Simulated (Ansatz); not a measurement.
```xyz
8
Lattice="5.9679 0.0000 0.0000 0.0000 0.0000 -5.9679 0.0000 5.9679 0.0000" Properties=species:S:1:pos:R:3 pbc="T T T"
Cu    4.4759    1.4920   -4.4759
Cu    1.4920    4.4759   -4.4759
Cu    1.4920    1.4920   -1.4920
Cu    4.4759    4.4759   -1.4920
I     2.9840    0.0000   -2.9840
I     0.0000    2.9840   -2.9840
I     0.0000    0.0000    0.0000
I     2.9840    2.9840    0.0000
```

Space group F-43m; computed pressure about 2 GPa in this cell; computed without spin polarisation.

All numbers below come from Ansatz 0.2.0, DFT PBE, scalar-relativistic, plane waves, PAW.

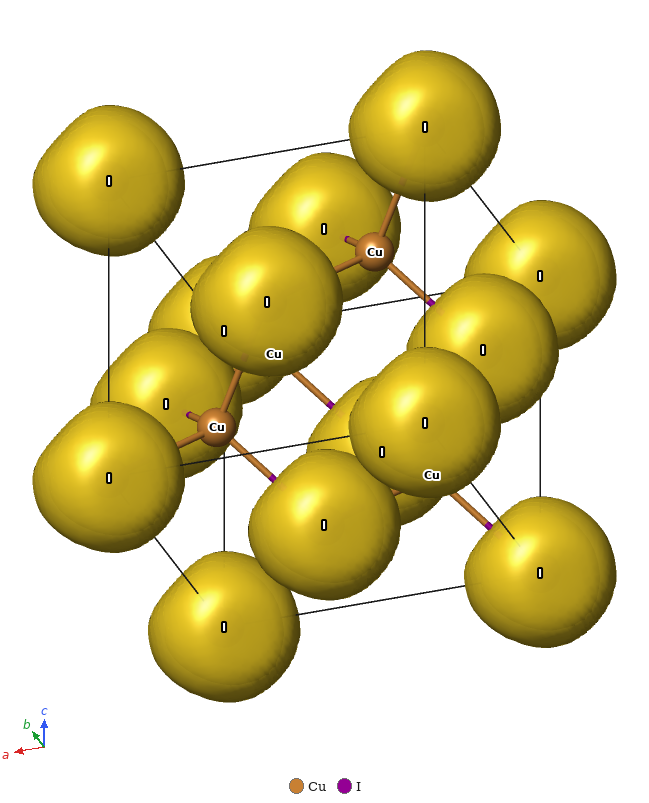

CuI. Isosurface of the electron localisation function at 0.65 (yellow), seen at an oblique angle. Only the valence region is drawn (cores and ρ < 0.01 e/Å³ removed). Sticks mark near contacts.

Identify the bonds, lone pairs and shells in this picture.

The surface consists of four regions wrapped around I (the valence shell of each), counted in one cell of 8 atoms. Regions shared between cells count once.

Values along the shortest contacts:
Cu–I (2.58 Å): the ELF is about 0.55 at the midpoint.

Metal or insulator at this level of theory?

It is gapped, with a Kohn–Sham gap of 1.3 eV on the k-point mesh, an upper bound to the gap of this method.
